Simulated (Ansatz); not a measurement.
# Ga4P: one candidate of a structure search, part 2 of 2

Where does this trial cell of Ga4P go when cell and atoms are let free?

Ansatz 0.2.0; DFT PBE, scalar-relativistic, plane waves, PAW. The steps go on from the part before.

## (4) Full relaxation

The end of the coarse run is made exact in the group found at a tolerance of 0.06 Å and reduced to its primitive cell.

Input file input.yaml:

```yaml
crystal:
  lattice:
    - [-2.9524555952, 2.9524555952, 2.9524555952]
    - [2.9524555952, -2.9524555952, 2.9524555952]
    - [2.9524555952, 2.9524555952, -2.9524555952]
  atoms:
    - { symbol: Ga, position: [0.0, 0.0, 0.5] }
    - { symbol: Ga, position: [0.5, 0.0, 0.0] }
    - { symbol: Ga, position: [0.5, 0.5, 0.5] }
    - { symbol: Ga, position: [0.0, 0.5, 0.0] }
    - { symbol: P, position: [0.0, 0.0, 0.0] }
basis:
  ecutwfc: 420
kpoints:
  mp_grid: { grid: [10, 10, 10] }
hamiltonian:
  xc: pbe
scf:
  occupations: { method: gaussian, width: 0.1 }
output:
  forces: true
  stress: true
  eigenvalues: true
  write_density: true
  write_potential: true
  elf: true
  volumetric_format: npy
relax:
  adjacent_minimum: "off"
  f_tol: 0.01
  max_steps: 80
  cell: { stress_tol: 0.05 }
```

Command:

```sh
> ansatz run input.yaml --threads 1 --pin off --max-ram 2560MiB --backend cpu --events-out ev --progress --plain --runs-dir out
```

Output:

```text
Warning: RAYON_NUM_THREADS=1 ignored (pool sized by the plan → 1); use --threads N
Engine: ansatz 0.2.0, x86_64-unknown-linux-gnu
Pseudopotentials: kind: paw
Pseudopotential: Ga, paw, valence charge 13, recommended cutoff 420 eV (normal), Ga.paw.azcp
Pseudopotential: P, paw, valence charge 5, recommended cutoff 420 eV (normal), P.paw.azcp
Functional definition: PBE
  parameter kappa = 0.804
  parameter beta = 0.06672455060314922
  exchange = pbe_x(kappa = kappa, mu = beta*pi^2/3)
  correlation = pbe_c(beta = beta)
Crystal: 5 atoms, lattice volume = 102.946 Å³
Basis set: ecut = 420 eV, 1985 PW (Γ), exchange–correlation on 72×72×72 points (8 copies of the dense FFT grid, shifted against one another)
Bands: 35, of which v1, the nominal top of the filled ones, is band 29 counted from 1 (28 counted from 0)
Symmetry: 48 space group operations
Space group: Im-3m (ITA 229), of the structure as read, at distance tolerance 4.7e-5 Å
k-points: 47 of 1000
Non-local potential: Ga, projectors of the file, l = 0: 2, l = 1: 2, l = 2: 3, l = 3: 1
Non-local potential: P, projectors of the file, l = 0: 2, l = 1: 2, l = 2: 2
PAW form: soft (Blöchl's): semilocal exchange-correlation on the pseudo side does not see the compensation charge
PAW one-centre angular grid: Ga, 590 points (default); XC on 64 Gauss nodes
PAW one-centre angular grid: P, 110 points (default); XC on 64 Gauss nodes
Initial density: superposition of atomic densities (neutral atoms: chi_scale 0, normalization atom), corrected by the library's trained network
Initial wavefunctions: pseudopotential atomic-orbital guess
Functional: x = pbe(κ = 0.804, μ = 0.2195149727645171), c = pbe(β = 0.06672455060314922)
SCF iter   1: F=—  HF=-15886.470408 eV  |F-HF|=—  |Δ(HF+E_count)|=         —  Δρ=1.46e-3  dr2=1.41e-3  ethr=1.77e-3  ⟨swp⟩=7.0  Hψ=6768  notcnv=0  defer=1
preconditioner: auto → Kerker (q_TF=auto, 2.472 Å⁻¹)  [metal: Δε(μ)=0.015 eV  Ē_g=14.692 eV  σ=0.100 eV  W_gap=0.08  n_scr=18 (ndim 8)  ℏωp=27.6 eV  f_vac=0.002  D(μ)=3.16/eV (n_scr^D=18)]
SCF iter   2: F=—  HF=-15886.467941 eV  |F-HF|=—  |Δ(HF+E_count)|=   2.47e-3  Δρ=8.55e-4  dr2=8.98e-4  ethr=2.48e-6  ⟨swp⟩=2.7  Hψ=3495  notcnv=0  defer=2
SCF iter   3: F=—  HF=-15886.467967 eV  |F-HF|=—  |Δ(HF+E_count)|=   2.68e-5  Δρ=4.94e-4  dr2=2.33e-4  ethr=1.58e-6  ⟨swp⟩=2.0  Hψ=2895  notcnv=0  defer=2
SCF iter   4: F=—  HF=-15886.468026 eV  |F-HF|=—  |Δ(HF+E_count)|=   5.91e-5  Δρ=2.38e-4  dr2=6.91e-5  ethr=4.09e-7  ⟨swp⟩=2.6  Hψ=2536  notcnv=0  defer=2
SCF iter   5: F=—  HF=-15886.468019 eV  |F-HF|=—  |Δ(HF+E_count)|=   7.70e-6  Δρ=9.14e-5  dr2=1.05e-5  ethr=1.21e-7  ⟨swp⟩=2.0  Hψ=2912  notcnv=0  defer=2
SCF iter   6: F=—  HF=-15886.468021 eV  |F-HF|=—  |Δ(HF+E_count)|=   2.50e-6  Δρ=4.04e-5  dr2=1.51e-6  ethr=1.84e-8  ⟨swp⟩=2.0  Hψ=1940  notcnv=0  defer=2
SCF iter   7: F=-15886.468021 eV  HF=-15886.468021 eV  |F-HF|=9.46e-9  |Δ(HF+E_count)|=   6.02e-7  Δρ=5.30e-6  dr2=1.82e-8  ethr=1.75e-10  ⟨swp⟩=12.6  Hψ=14325  notcnv=0
SCF 1 converged in 7 iterations: F = -15886.468021 eV  dr2 = 1.82e-8
relax step   1: F+E_penalty+E_count = -15886.46802070 eV  Δ(F+E_penalty+E_count) = +0.000e0 eV  max|allowed force component| = 3.765e-29 eV/Å  Δτ_max = 0.0000 Å  P = +0.941 GPa  Ω = 102.946 Å³  (7 SCF iters, dr2 threshold 1.00e-7 eV, accepted)
Crystal: 5 atoms, lattice volume = 104.527 Å³
Basis set: ecut = 420 eV, 2093 PW (Γ), exchange–correlation on 72×72×72 points (8 copies of the dense FFT grid, shifted against one another)
Initial density: handed on by an earlier stage of this run
Initial wavefunctions: those handed on with the density
iter 1 solved again at ethr=2.57e-7 eV; its pass at ethr=3.10e-3 eV (dr2=1.47e-4 eV) is discarded
SCF iter   1: F=—  HF=-15886.473870 eV  |F-HF|=—  |Δ(HF+E_count)|=         —  Δρ=4.77e-4  dr2=1.95e-4  ethr=2.57e-7  ⟨swp⟩=3.1  Hψ=9342  notcnv=0
preconditioner: auto → Kerker (q_TF=auto, 2.466 Å⁻¹)  [metal: Δε(μ)=0.008 eV  Ē_g=14.674 eV  σ=0.100 eV  W_gap=0.04  n_scr=18 (ndim 8)  ℏωp=27.4 eV  f_vac=0.000  D(μ)=3.34/eV (n_scr^D=18)]
SCF iter   2: F=—  HF=-15886.473841 eV  |F-HF|=—  |Δ(HF+E_count)|=   2.95e-5  Δρ=3.17e-4  dr2=6.74e-5  ethr=2.57e-7  ⟨swp⟩=2.4  Hψ=2929  notcnv=0
SCF iter   3: F=—  HF=-15886.473848 eV  |F-HF|=—  |Δ(HF+E_count)|=   7.38e-6  Δρ=1.14e-4  dr2=1.39e-5  ethr=1.18e-7  ⟨swp⟩=2.0  Hψ=2748  notcnv=0
SCF iter   4: F=—  HF=-15886.473844 eV  |F-HF|=—  |Δ(HF+E_count)|=   3.83e-6  Δρ=2.41e-5  dr2=7.24e-7  ethr=2.43e-8  ⟨swp⟩=2.0  Hψ=2989  notcnv=0
SCF iter   5: F=-15886.473845 eV  HF=-15886.473845 eV  |F-HF|=3.07e-8  |Δ(HF+E_count)|=   5.04e-7  Δρ=7.79e-6  dr2=7.98e-8  ethr=8.77e-10  ⟨swp⟩=11.2  Hψ=12347  notcnv=0
SCF 2 converged in 5 iterations: F = -15886.473845 eV  dr2 = 7.98e-8
relax step   2: F+E_penalty+E_count = -15886.47384474 eV  Δ(F+E_penalty+E_count) = -5.824e-3 eV  max|allowed force component| = 1.254e-29 eV/Å  Δτ_max = 0.0000 Å  P = +0.331 GPa  Ω = 104.527 Å³  energy of the carried Pulay correction = -4.075e-4 eV  (5 SCF iters, dr2 threshold 5.00e-7 eV, accepted)
Crystal: 5 atoms, lattice volume = 105.403 Å³
iter 1 solved again at ethr=7.81e-8 eV; its pass at ethr=3.10e-3 eV (dr2=4.45e-5 eV) is discarded
SCF iter   1: F=—  HF=-15886.474566 eV  |F-HF|=—  |Δ(HF+E_count)|=         —  Δρ=2.54e-4  dr2=5.53e-5  ethr=7.81e-8  ⟨swp⟩=3.2  Hψ=9291  notcnv=0
preconditioner: auto → Kerker (q_TF=auto, 2.463 Å⁻¹)  [metal: Δε(μ)=0.017 eV  Ē_g=14.644 eV  σ=0.100 eV  W_gap=0.09  n_scr=18 (ndim 8)  ℏωp=27.3 eV  f_vac=0.000  D(μ)=3.42/eV (n_scr^D=18)]
SCF iter   2: F=—  HF=-15886.474555 eV  |F-HF|=—  |Δ(HF+E_count)|=   1.10e-5  Δρ=1.70e-4  dr2=1.97e-5  ethr=7.81e-8  ⟨swp⟩=2.1  Hψ=2603  notcnv=0
SCF iter   3: F=—  HF=-15886.474557 eV  |F-HF|=—  |Δ(HF+E_count)|=   2.60e-6  Δρ=6.23e-5  dr2=4.33e-6  ethr=3.45e-8  ⟨swp⟩=2.0  Hψ=2740  notcnv=0
SCF iter   4: F=-15886.474556 eV  HF=-15886.474556 eV  |F-HF|=9.36e-8  |Δ(HF+E_count)|=   1.07e-6  Δρ=1.31e-5  dr2=2.24e-7  ethr=4.79e-10  ⟨swp⟩=10.2  Hψ=13870  notcnv=0
SCF 3 converged in 4 iterations: F = -15886.474556 eV  dr2 = 2.24e-7
relax step   3: F+E_penalty+E_count = -15886.47455649 eV  Δ(F+E_penalty+E_count) = -7.117e-4 eV  max|allowed force component| = 1.841e-29 eV/Å  Δτ_max = 0.0000 Å  P = +0.013 GPa  Ω = 105.403 Å³  energy of the carried Pulay correction = -6.306e-4 eV  (4 SCF iters, dr2 threshold 2.73e-7 eV, accepted)
Initial wavefunctions: pseudopotential atomic-orbital guess (no wavefunctions were taken with the density)
iter 1 solved again at ethr=3.13e-7 eV; its pass at ethr=3.10e-3 eV (dr2=1.78e-4 eV) is discarded
SCF iter   1: F=—  HF=-15886.472100 eV  |F-HF|=—  |Δ(HF+E_count)|=         —  Δρ=4.91e-4  dr2=6.42e-6  ethr=3.13e-7  ⟨swp⟩=3.1  Hψ=10560  notcnv=0
preconditioner: auto → Kerker (q_TF=auto, 2.463 Å⁻¹)  [metal: Δε(μ)=0.017 eV  Ē_g=14.639 eV  σ=0.100 eV  W_gap=0.09  n_scr=18 (ndim 8)  ℏωp=27.3 eV  f_vac=0.000  D(μ)=3.42/eV (n_scr^D=18)]
SCF iter   2: F=—  HF=-15886.474404 eV  |F-HF|=—  |Δ(HF+E_count)|=   2.30e-3  Δρ=2.50e-4  dr2=1.79e-6  ethr=1.13e-8  ⟨swp⟩=2.9  Hψ=3156  notcnv=0
SCF iter   3: F=—  HF=-15886.475155 eV  |F-HF|=—  |Δ(HF+E_count)|=   7.51e-4  Δρ=3.36e-5  dr2=6.92e-8  ethr=3.14e-9  ⟨swp⟩=2.8  Hψ=3107  notcnv=0
SCF iter   4: F=—  HF=-15886.475168 eV  |F-HF|=—  |Δ(HF+E_count)|=   1.28e-5  Δρ=4.16e-6  dr2=1.85e-8  ethr=1.21e-10  ⟨swp⟩=2.0  Hψ=3011  notcnv=0
SCF iter   5: F=—  HF=-15886.475168 eV  |F-HF|=—  |Δ(HF+E_count)|=   1.59e-8  Δρ=2.18e-6  dr2=5.87e-9  ethr=3.25e-11  ⟨swp⟩=2.1  Hψ=2907  notcnv=0
SCF iter   6: F=—  HF=-15886.475168 eV  |F-HF|=—  |Δ(HF+E_count)|=   7.12e-9  Δρ=6.33e-7  dr2=4.73e-10  ethr=1.03e-11  ⟨swp⟩=2.0  Hψ=2077  notcnv=0
SCF iter   7: F=—  HF=-15886.475168 eV  |F-HF|=—  |Δ(HF+E_count)|=   1.66e-9  Δρ=2.17e-7  dr2=8.62e-11  ethr=1.00e-12  ⟨swp⟩=2.1  Hψ=2072  notcnv=0
SCF iter   8: F=-15886.475168 eV  HF=-15886.475168 eV  |F-HF|=3.64e-12  |Δ(HF+E_count)|=  2.18e-11  Δρ=9.49e-8  dr2=2.08e-11  ethr=1.00e-12  ⟨swp⟩=7.6  Hψ=8433  notcnv=0
SCF 4 converged in 8 iterations: F = -15886.475168 eV  dr2 = 2.08e-11
relax step   4: F+E_penalty+E_count = -15886.47516801 eV  Δ(F+E_penalty+E_count) = -6.115e-4 eV  max|allowed force component| = 9.493e-30 eV/Å  Δτ_max = 0.0000 Å  P = +0.012 GPa  Ω = 105.403 Å³  stress off target by 1.17e-2 GPa  SCF on the basis re-selected at this cell (its energy is not comparable with the rows above)  (8 SCF iters)
basis re-selected at this cell: Δ(F+E_penalty+E_count) = -6.115e-4 eV, ΔP = -0.002 GPa vs the last step (what re-selecting the basis moved, of the pressure what is left beyond the Pulay correction that the steps carried, after the strain that the cell walked since its last selection, with what the two solves' SCF thresholds leave and, on support functions, any second-order correction that the steps lacked; it is no measure of the basis error at this ecutwfc). This SCF's stress stands 1.17e-2 GPa from its target on what of the cell is left free (relax.cell.stress_tol is 5.00e-2 GPa) and its largest allowed force component is 9.49e-30 eV/Å (relax.f_tol is 1.00e-2 eV/Å): within both
SCF converged after 8 iterations
Free energy (F): -15886.475168 eV
Harris-Foulkes:  -15886.475168 eV  (|F-HF|=3.64e-12)
Internal energy: -15886.458098 eV  (E = F + TS)
E sigma→0 (E₀):  -15886.466633 eV
Entropy (-TS):   -0.017070 eV (-3.414 meV/atom)
Fermi energy:    7.887636 eV
--- Per-component energies (eV) ---
  E_band       = -230.113871
  E_kinetic    = 527.297396
  E_local      = -8011.419613  (includes V_loc(G=0)·N_el)
  E_nonlocal   = 1723.694274
  E_hartree    = 3726.913718
  E_xc         = -337.193354
  E_vxc        = -290.945199  (∫ρ·V_xc dr)
  E_paw        = -8512.837181  (= ΣΔE_a)
  E_vpaw       = -1632.567917  (= ΣTr[D̂ρ^β])
  E_aug_tail   = -0.000395  (compensation charges beyond the density's cutoff)
  E_ewald      = -5002.912944
  E_smearing   = -0.017070  (= −TS)
  E_closure    = 0.000000  (closes the sum)
  Σ components = -15886.475168   (vs F -15886.475168, Δ=0.00e0)
--- Forces (eV/Å), atoms counted from 1 ---
  atom   1  Ga     0.00000000    -0.00000000     0.00000000
  atom   2  Ga     0.00000000    -0.00000000    -0.00000000
  atom   3  Ga     0.00000000    -0.00000000    -0.00000000
  atom   4  Ga     0.00000000    -0.00000000     0.00000000
  atom   5  P     -0.00000000    -0.00000000     0.00000000
  max |Σ_I F_I| component: 2.62e-29 eV/Å
--- Stress (GPa, compression-positive) ---
        0.011709       0.000000      -0.000000
        0.000000       0.011709       0.000000
       -0.000000      -0.000000       0.011709
  P = ⅓ Tr σ = 0.0117 GPa (0.117 kbar)
--- Band table (eV; the first three rows and the last of 47) ---
  k-point 0: bands = ["-7.4181", "-7.1658", "-7.1658", "-7.0845", "-7.0845", "-7.0604", "-7.0604", "-7.0604", "-6.9833", "-6.9833", "-6.9833", "-6.9563", "-6.9563", "-6.9563", "-6.8996", "-6.8996", "-6.8996", "-6.8145", "-6.8145", "-6.8145", "-4.4482", "2.5399", "3.0016", "3.0016", "3.0016", "4.4418", "4.4418", "4.4418", "7.2306", "7.2306", "7.2306", "11.1382", "11.1382", "12.8261", "12.8261"]
  k-point 1: bands = ["-7.4026", "-7.1626", "-7.1584", "-7.0812", "-7.0797", "-7.0629", "-7.0560", "-7.0553", "-6.9879", "-6.9842", "-6.9830", "-6.9593", "-6.9562", "-6.9560", "-6.9035", "-6.9015", "-6.9012", "-6.8244", "-6.8195", "-6.8191", "-4.4112", "1.8581", "2.7297", "3.0167", "3.3619", "4.2710", "4.7256", "4.8731", "7.2261", "7.3007", "7.5684", "11.3462", "11.5024", "12.3272", "12.3515"]
  k-point 2: bands = ["-7.3598", "-7.1534", "-7.1366", "-7.0718", "-7.0704", "-7.0657", "-7.0435", "-7.0407", "-7.0019", "-6.9872", "-6.9828", "-6.9681", "-6.9549", "-6.9542", "-6.9152", "-6.9067", "-6.9057", "-6.8528", "-6.8337", "-6.8324", "-4.3056", "1.0008", "2.2976", "3.0544", "3.3373", "3.9267", "5.5438", "5.7795", "7.2551", "7.5591", "8.4112", "11.2651", "11.3817", "12.0368", "12.5104"]
  k-point 46: bands = ["-7.1436", "-7.1436", "-7.1436", "-7.1231", "-7.1231", "-7.1231", "-6.9999", "-6.9999", "-6.9999", "-6.9668", "-6.9668", "-6.9668", "-6.9666", "-6.9666", "-6.9666", "-6.9078", "-6.8880", "-6.8880", "-6.8098", "-6.8098", "-3.7262", "0.3929", "0.3929", "0.3929", "4.4214", "4.4214", "8.3524", "8.6539", "8.6539", "8.6539", "9.0766", "9.0766", "9.0766", "11.0914", "15.4333"]
--- Relaxed structure (3 steps of the walk, 3 accepted, 1 SCFs on fresh bases) ---
  F+E_penalty+E_count = -15886.47516801 eV   max|allowed force component| = 9.493e-30 eV/Å   (the final SCF, on the basis selected at the relaxed cell)
  cell:  # Å, volume = 105.4032 Å³
    - [-2.975760523055969, 2.975760523055969, 2.975760523055969]
    - [2.975760523055969, -2.975760523055969, 2.975760523055969]
    - [2.975760523055969, 2.975760523055969, -2.975760523055969]
  atoms:
    - { symbol: Ga, position: [0.0, 0.0, 0.5] }
    - { symbol: Ga, position: [0.5, 0.0, 0.0] }
    - { symbol: Ga, position: [0.5, 0.5, 0.5] }
    - { symbol: Ga, position: [0.0, 0.5, 0.0] }
    - { symbol: P, position: [-9.784719273263822e-35, 1.75037755888365e-34, 9.893438376296697e-35] }
```

Wall time 88 s (1 thread of AMD EPYC (Zen 3), shared host); peak memory 0.47 GiB.

Relaxation path:

```csv
step,energy from step 1 (eV/cell),largest force component (eV/Å),pressure (GPa),volume (Å³)
1,0.0000,0.0000,0.94,102.95
2,-0.0058,0.0000,0.33,104.53
3,-0.0065,0.0000,0.01,105.40
4,-0.0071,0.0000,0.01,105.40
```

Step 1 is the start. Step 4 repeats the geometry before it on a plane-wave basis chosen anew for that cell, so its energy need not be comparable with the rows above.

Lengths and angles in the start's conventional setting:

|  | before | after | change |
| --- | --- | --- | --- |
| a (Å) | 5.905 | 5.952 | +0.8 % |
| b (Å) | 5.905 | 5.952 | +0.8 % |
| c (Å) | 5.905 | 5.952 | +0.8 % |
| volume (Å³/atom) | 20.59 | 21.08 | +2.4 % |
| shortest distance (Å) | 2.557 | 2.577 | +0.8 % |
| space group (0.01 Å) | Im-3m | Im-3m | same |

The run keeps the 48 symmetry operations of the start, so it could not have lowered the symmetry.

Axes a, b and c in the maps are those of this run's conventional cell (a, b, c = 5.952, 5.952, 5.952 Å).

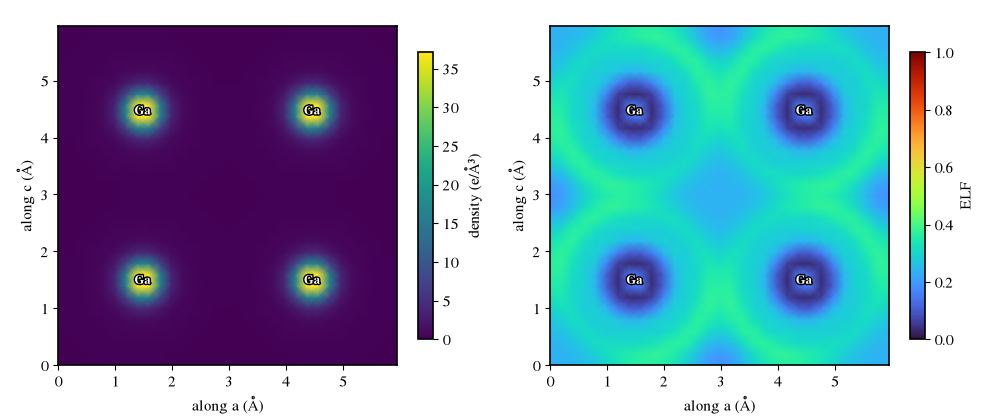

Density (left) and ELF (right) in a lattice plane of the grid's cell (edges 5.95 and 5.95 Å, at 0.250 of the third edge), which holds Ga. Only atoms in the plane are labelled. Both are smooth fields of the valence electrons: close to the nuclei they are not physical.

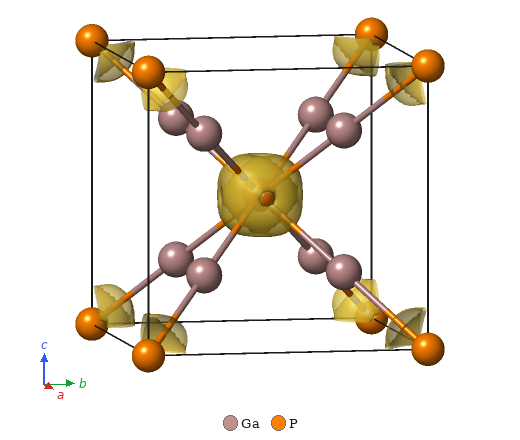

Surface of ELF = 0.76, drawn in one cell.

Outside the cores ELF peaks at 0.82 in the shell around P, 0.8 Å from P.

## (5) Results

The summary covers parts 1 to 2. Changes of volume or cell count from the first structure of part 1.

```
                              quantity                                                                      value
symmetry at the end (tolerance 0.05 Å)                                                space group Im-3m (No. 229)
                     conventional cell  a = 5.952 Å, b = 5.952 Å, c = 5.952 Å, α = 90.00°, β = 90.00°, γ = 90.00°
                                volume                                                              21.08 Å³/atom
     energy over the elements, black P                                                              +0.26 eV/atom
                       gap on the mesh                                                               none (metal)
```

What this shows: The space group Im-3m (No. 229) is kept, and the volume per atom grows by 16.8 % from the first guess. The formation energy is positive, so the separate elements lie lower. No finished test with a distortion of lower symmetry is shown, so the end may be a saddle point.
